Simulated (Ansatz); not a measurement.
**HfN: densities and their changes**

Space group Fm-3m; the calculation finds a residual pressure of about 6 GPa at this fixed cell.

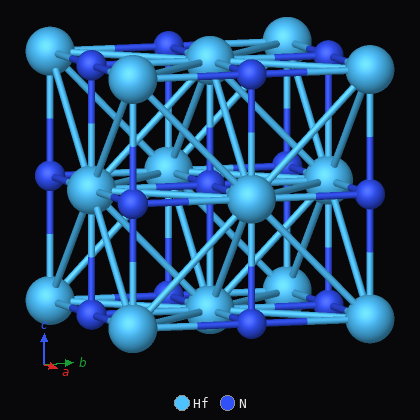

The conventional cell.

Input file:

```
crystal:
  lattice:
    - [0.0, 2.256, 2.256]
    - [2.256, 0.0, 2.256]
    - [2.256, 2.256, 0.0]
  atoms:
    - { symbol: Hf, position: [0.0, 0.0, 0.0] }
    - { symbol: "N", position: [0.5, 0.5, 0.5] }
basis:
  ecutwfc: 420
  fft_grid_basis: typed
kpoints:
  mp_grid: { grid: [12, 12, 12] }
hamiltonian:
  xc: pbe
scf:
  occupations: { method: gaussian, width: 0.05 }
output:
  forces: true
  stress: true
  eigenvalues: true
  bader: true
  write_density: true
  volumetric_format: npy
  elf: true
```

Run with:

```sh
ansatz run input.yaml --threads 2 --pin off --max-ram 4096MiB --backend cpu --events-out ev --progress --plain --runs-dir out
```

The picture shows the conventional cell (a = 4.51 Å, b = 4.51 Å, c = 4.51 Å, α = 90.00°, β = 90.00°, γ = 90.00°).

These are results of DFT PBE, scalar-relativistic, plane waves, PAW in Ansatz 0.2.0, not measurements.

Core electrons are frozen (PAW), so the maps are meaningful between the atoms, not at the nuclei.

### 1. Bonding charge

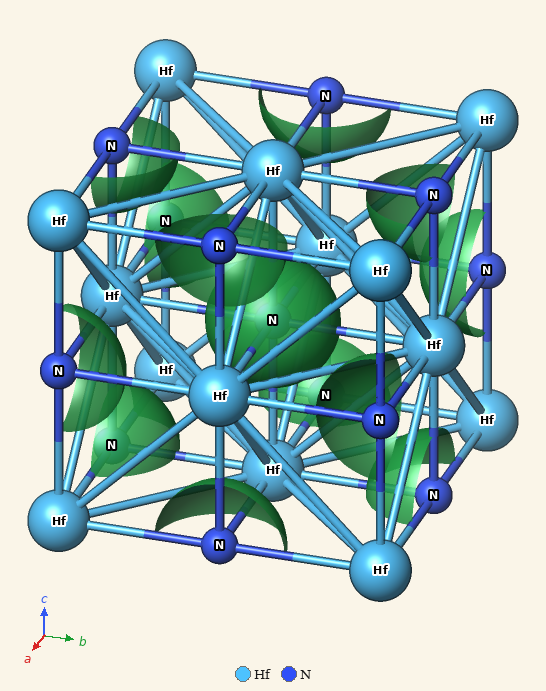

Bonding charge density, ρ(crystal) − Σ ρ(neutral atoms): green surfaces at +0.08, none at −0.08 e/Å³, in the conventional cell seen at an oblique angle (the regions close to the nuclei are left out). Cores are masked to 1.0 Å (Hf) and 0.6 Å (N).

Q: Describe the bonding charge.

A: Hf–N (2.26 Å): Δρ is +0.008 e/Å³ at the midpoint (close to a masked core, so read it with care).
Hf–Hf (3.19 Å): Δρ is −0.03 e/Å³ at the midpoint.
Over the whole cell, outside the masked cores, the largest gain lies at the edge of the masked core of N, and the largest loss lies at the edge of the masked core of Hf.
In all about 0.25 e an atom is rearranged against the free atoms.
Bader charges: Hf +1.93 and N −1.93 e.

### 2. One group of states

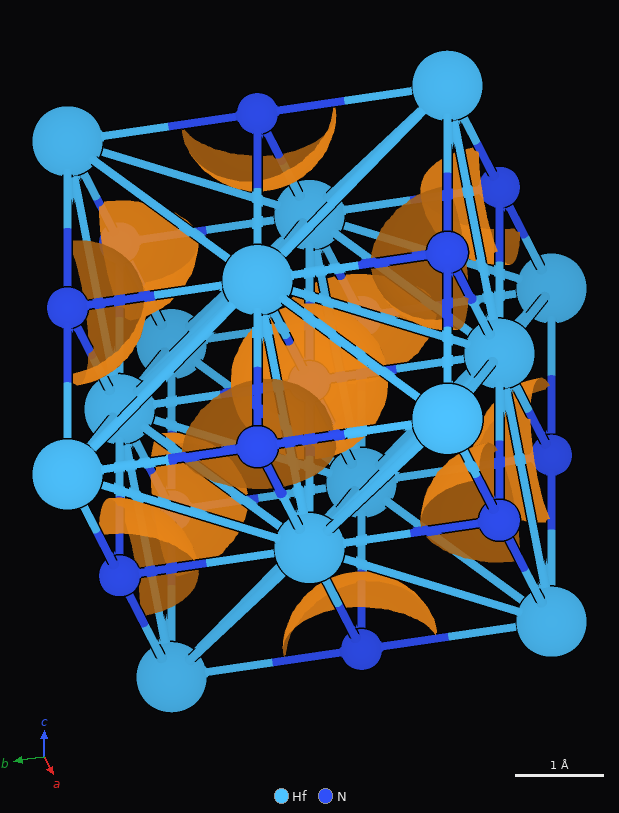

*Density of the Kohn–Sham states from −17.6 to −15.0 eV about the Fermi level (a separate group of bands (semicore or deep states)), scaled to one electron a cell: orange surface at 0.08 1/Å³, in the conventional cell seen at an oblique angle.*

Q: What is the character of these states?

A: Projected on a minimal set of atomic orbitals (Löwdin), they are N 2s (65 %), Hf 5d (20 %) and Hf 6s (10 %).
- In space (atomic cells sized by Bader volumes) the density divides as N about 85 % and Hf about 15 %.
- It nearly vanishes midway along the shortest Hf–Hf contact.
- The group holds 2 electrons when full, in the cell of the calculation (2 atoms).

### 3. Change of volume

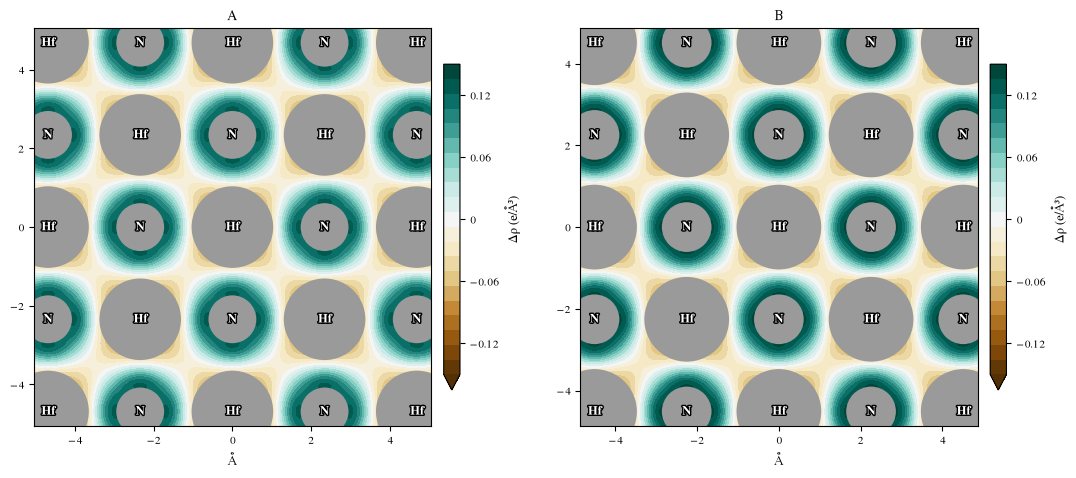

HfN: deformation density on the (100) plane of the conventional cell at two volumes, with the same fractional coordinates and one colour scale. Grey discs cover the cores.

Q: How do the two volumes compare, and how does the bonding charge respond?

A: A is the larger cell: A has 112 % of the volume of B.
- The pressure is 6 GPa in B and −20 GPa in A.
- Bader charges in B: Hf +1.93 and N −1.93 e; in A: Hf +1.95 and N −1.95 e.
- The rearranged charge is 0.25 e an atom in B and 0.25 e in A.

### 4. Moving an atom

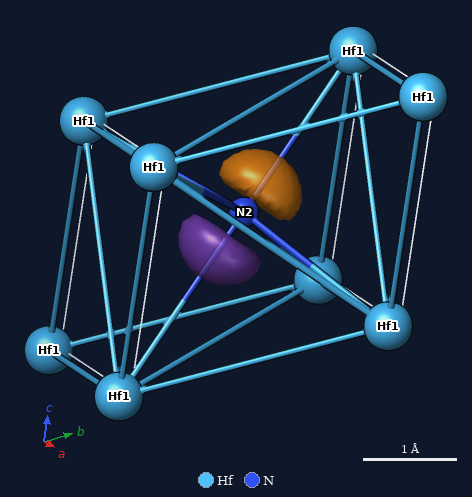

HfN: one atom of the 2-atom cell (and its periodic copies) was moved a little. Density after less density before, orange at +0.5 and purple at −0.5 e/Å³, seen slightly off an axis; cell a = 3.19 Å, b = 3.19 Å, c = 3.19 Å, α = 60.00°, β = 60.00°, γ = 60.00°. The lobes lie largely inside the PAW sphere, where the density is a smoothed one.

Q: Find the displaced atom and its direction.

A: N2 moved towards the orange lobe, up and to the right in the picture. In the run the shift was 0.15 Å along [−1 1 1] in the axes of the cell drawn.

Q: What restoring force does the calculation give for this move?

A: The force on it changes by 1.87 eV/Å along the move, against it: a stiffness of about 12 eV/Å² for this sublattice shift.

### 5. Putting it together

Charge passes from Hf (Pauling electronegativity 1.30) to N (3.04), the direction that the scale predicts; the Bader charges fall short of whole formal charges, as they usually do. The two pressures give a mean stiffness −ΔP/Δln V of about 230 GPa over this range, with the atoms held at their fractional positions.
